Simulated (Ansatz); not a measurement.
Read the following structure.

```
Rh
1.0
     2.73098    0.00000    0.00000
    -1.36549    2.36510    0.00000
     0.00000    0.00000    4.42849
Rh
2
Cartesian
  1.3655 0.7884 3.3214
  0.0000 1.5767 1.1071
```

> Interpret the file: composition, symmetry and coordination.

The element is rhodium. Its lattice is primitive hexagonal, its space group P6_3/mmc (No. 194). The prototype is hexagonal close-packed (Mg type). The cell holds two atoms. Each Rh atom is coordinated by twelve Rh in an anticuboctahedral arrangement at 2.72 to 2.73 Å. The bonds build a three-dimensional framework.

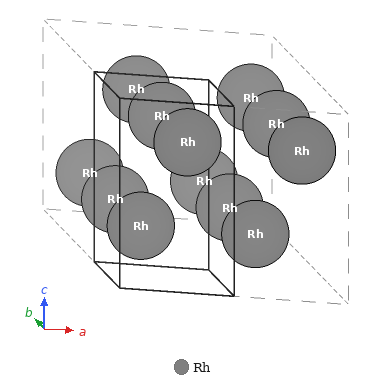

The image is a spheres-only drawing of a crystal, viewed slightly off an axis. The structure is repeated 2×3×1 times; solid lines mark one conventional unit cell.

It goes back to a structure listed in the Materials Project. Earlier steps of the study may have refined or changed the cell and positions. It was the input of a calculation with Ansatz.

At this level of theory the cell isn't at rest (stretched, at -10 GPa), so its distances can differ from those at equilibrium, the more so the softer the solid.
